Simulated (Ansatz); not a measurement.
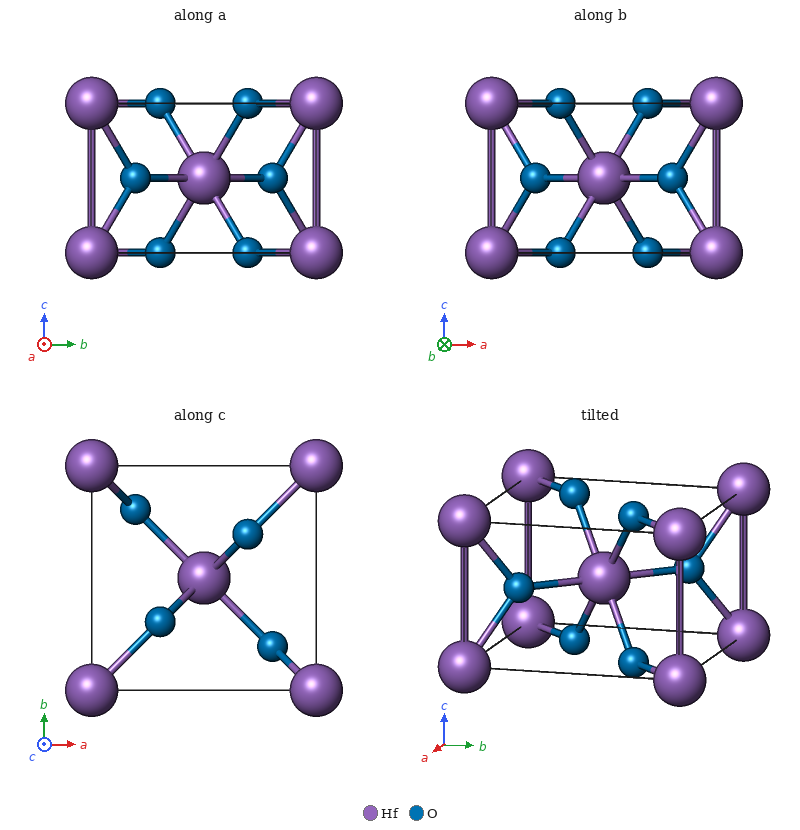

This ball-and-stick model is shown along the a axis, along the b axis, along the c axis and slightly off an axis. The edges of the conventional unit cell are marked.

Lattice parameters: a = 4.8303 Å, b = 4.8303 Å, c = 3.2097 Å, α = 90.000°, β = 90.000°, γ = 90.000°.

Reconstruct the structure as a CIF with its space group and independent sites, with free fractional coordinates to two decimals.

```cif
data_structure
_symmetry_space_group_name_H-M 'P 42/m n m'
_symmetry_Int_Tables_number 136
_cell_length_a 4.8303
_cell_length_b 4.8303
_cell_length_c 3.2097
_cell_angle_alpha 90.000
_cell_angle_beta 90.000
_cell_angle_gamma 90.000
_cell_volume 74.89
loop_
_atom_site_label
_atom_site_type_symbol
_atom_site_symmetry_multiplicity
_atom_site_Wyckoff_symbol
_atom_site_fract_x
_atom_site_fract_y
_atom_site_fract_z
_atom_site_occupancy
Hf1 Hf 2 a 0.00 0.00 0.00 1
O1 O 4 f 0.31 0.31 0.00 1
```

It derives from a structure type filled with these elements by a generator (whether the compound takes this form wasn't checked). Earlier steps of the study may have refined or changed the cell and positions. Ansatz was used for an electronic-structure calculation on it.
